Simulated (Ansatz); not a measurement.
## A series of single points on KCl

System: KCl (I4mm, 2 atoms in the cell).
Method: DFT r2SCAN, scalar-relativistic, plane waves, PAW, no spin polarisation (Ansatz 0.2.0).

The 7 runs differ only in the geometry, by a shift of atoms along one path in a fixed cell. The shift s is measured from run 4: K1 moves along the Cartesian direction (0.00, 0.00, 1.00). The structure derives from an entry of the Crystallography Open Database.

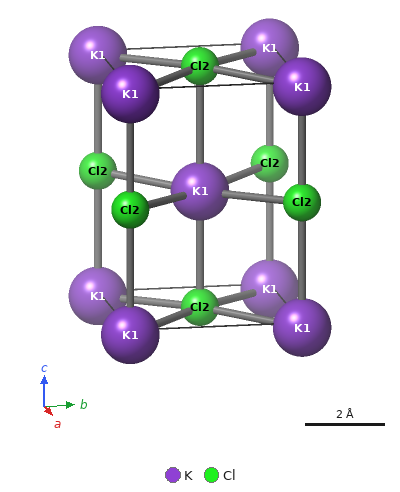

Figure 1. The structure of run 4 (ball-and-stick view of the cell 2 times as large as that of the calculation, set on its symmetry axes, seen slightly off an axis; atoms are numbered from 1 in the order of the input). An atom can appear more than once, as a periodic image.

**Input of run 4**
```yaml
crystal:
  lattice:
    - [0.0, 3.1561, 3.1561]
    - [3.1561, 0.0, 3.1561]
    - [3.1561, 3.1561, 0.0]
  atoms:
    - { symbol: K, position: [0.0198029213, 0.0198029213, -0.0198029213] }
    - { symbol: Cl, position: [0.5, 0.5, 0.5] }
basis:
  ecutwfc: 500
kpoints:
  mp_grid: { grid: [6, 6, 6] }
hamiltonian:
  xc: r2scan
scf:
  occupations: { method: gaussian, width: 0.05 }
output:
  forces: true
  stress: true
  eigenvalues: true
```

Command:
```bash
ansatz run input.yaml --threads 1 --pin off --max-ram 2560MiB --backend cpu --events-out ev --progress --plain --runs-dir out
```

Run 3 differs from it as follows:
```diff
-    - { symbol: K, position: [0.0198029213, 0.0198029213, -0.0198029213] }
+    - { symbol: K, position: [0.0099014607, 0.0099014607, -0.0099014607] }
```

**Results, with one run withheld**

```tsv
run	shift s of K1 (Å)	free energy per atom, from the lowest run given (meV)	pressure (GPa)	gap on the mesh (eV)	force along the path (eV/Å)
1	−0.6250	118.63	2.03	5.80	1.322
2	−0.3750	18.23	0.30	5.80	0.417
3	−0.0625	?	?	?	?
4	0.0000	0.00	−0.06	5.80	−0.181
5	0.0625	7.28	0.09	5.80	−0.288
6	0.1875	33.62	0.59	5.81	−0.574
7	0.2500	54.52	0.96	5.81	−0.770
```

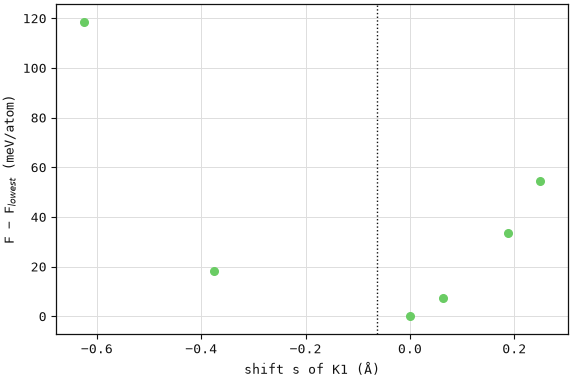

Figure 2. Free energy per atom of the runs given; the dotted line marks run 3.

Estimate the energy of run 3 from the others.

A cubic polynomial in the coordinate, fitted to the 6 runs given, misses them by at most 1.80 meV per atom. With x = s + 0.0833, it reads F = −8.6585 + 50.095 x + 452.65 x² − 135.21 x³ (meV per atom). At run 3 it gives −7.42 meV per atom, and the run itself gives −4.16. The slope of the fit gives a force −dF/ds of −0.137 eV/Å along the path (summed over the atoms that move), and the printed forces give −0.087 eV/Å. The fit has its minimum at s = −0.1373 Å. The fit misses that run by 3.26 meV per atom.

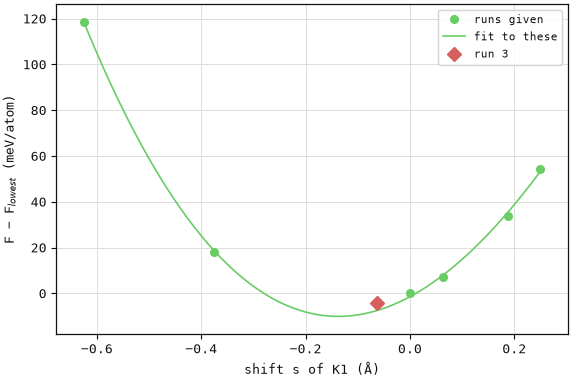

Figure 3. The fit and the withheld run.

**Output, shortened to warnings, some set-up lines, iterations and results (run 3)**
```
Basis set: ecut = 500 eV, 1639 PW (Γ), exchange–correlation on 144×144×144 points (64 copies of the dense FFT grid, shifted against one another)
Symmetry: 8 space group operations
k-points: 30 of 216 (time reversal used)
Initial density: superposition of atomic densities (neutral atoms: chi_scale 0, normalization atom), corrected by the library's trained network
[...]
SCF iter   1: F=—  HF=-2630.452237 eV  |F-HF|=—  |Δ(HF+E_count)|=         —  Δρ=3.85e-3  dr2=4.92e-3  dr2_τ=1.45e-3  ethr=1.77e-3  ⟨swp⟩=6.2  Hψ=2402  notcnv=0
SCF iter   2: F=—  HF=-2630.469985 eV  |F-HF|=—  |Δ(HF+E_count)|=   1.77e-2  Δρ=1.59e-3  dr2=6.23e-4  dr2_τ=6.15e-5  ethr=3.08e-5  ⟨swp⟩=2.0  Hψ=930  notcnv=0
SCF iter   3: F=—  HF=-2630.470089 eV  |F-HF|=—  |Δ(HF+E_count)|=   1.03e-4  Δρ=3.60e-4  dr2=2.73e-5  dr2_τ=5.43e-6  ethr=3.90e-6  ⟨swp⟩=2.4  Hψ=586  notcnv=0
SCF iter   4: F=—  HF=-2630.470100 eV  |F-HF|=—  |Δ(HF+E_count)|=   1.12e-5  Δρ=4.94e-5  dr2=8.73e-7  dr2_τ=5.54e-7  ethr=1.71e-7  ⟨swp⟩=3.0  Hψ=610  notcnv=0
SCF iter   5: F=-2630.470100 eV  HF=-2630.470100 eV  |F-HF|=1.70e-8  |Δ(HF+E_count)|=   1.00e-7  Δρ=8.34e-6  dr2=2.50e-8  dr2_τ=5.51e-9  ethr=5.46e-9  ⟨swp⟩=2.0  Hψ=570  …
SCF iter   6: F=-2630.470100 eV  HF=-2630.470100 eV  |F-HF|=8.01e-10  |Δ(HF+E_count)|=   2.46e-8  Δρ=2.67e-6  dr2=4.05e-9  dr2_τ=4.29e-10  ethr=1.56e-10  ⟨swp⟩=2.7  Hψ=1581  …
SCF 1 converged in 6 iterations: F = -2630.470100 eV  dr2 = 4.05e-9
SCF converged after 6 iterations
Free energy (F): -2630.470100 eV
Harris-Foulkes:  -2630.470100 eV  (|F-HF|=8.01e-10)
Internal energy: -2630.470100 eV  (E = F + TS)
E sigma→0 (E₀):  -2630.470100 eV
Fermi energy:    3.269449 eV
--- Per-component energies (eV) ---
  E_band       = -143.816620
  E_kinetic    = 415.569507
  E_local      = -837.868483  (includes V_loc(G=0)·N_el)
  E_nonlocal   = 40.788420
  E_hartree    = 280.990900
  E_xc         = -238.835484
  E_vxc        = -322.274426  (∫ρ·V_xc dr)
  E_paw        = -1454.439996  (= ΣΔE_a)
  E_vpaw       = -20.482988  (= ΣTr[D̂ρ^β])
  E_aug_tail   = 0.000036  (compensation charges beyond the density's cutoff)
  E_vtau       = 18.470405  (kinetic-family band-sum trace: ∫τ·v_τ [+ j·A + Jᵃ·Aᵃ] dr)
  E_ewald      = -836.342410
  E_core_change = -0.332592  (= ΣΔE_core)
  E_smearing   = -0.000000  (= −TS)
  E_closure    = -0.000000  (closes the sum)
  Σ components = -2630.470100   (vs F -2630.470100, Δ=0.00e0)
--- Forces (eV/Å), atoms counted from 1 ---
  atom   1  K     -0.00000000    -0.00000000    -0.08702282
  atom   2  Cl    -0.00000000     0.00000000     0.08699775
  max |Σ_I F_I| component: 2.51e-5 eV/Å
--- Stress (GPa, compression-positive) ---
       -0.177180       0.000000       0.000000
        0.000000      -0.177180       0.000000
        0.000000       0.000000      -0.072976
  P = ⅓ Tr σ = -0.1424 GPa (-1.424 kbar)
```
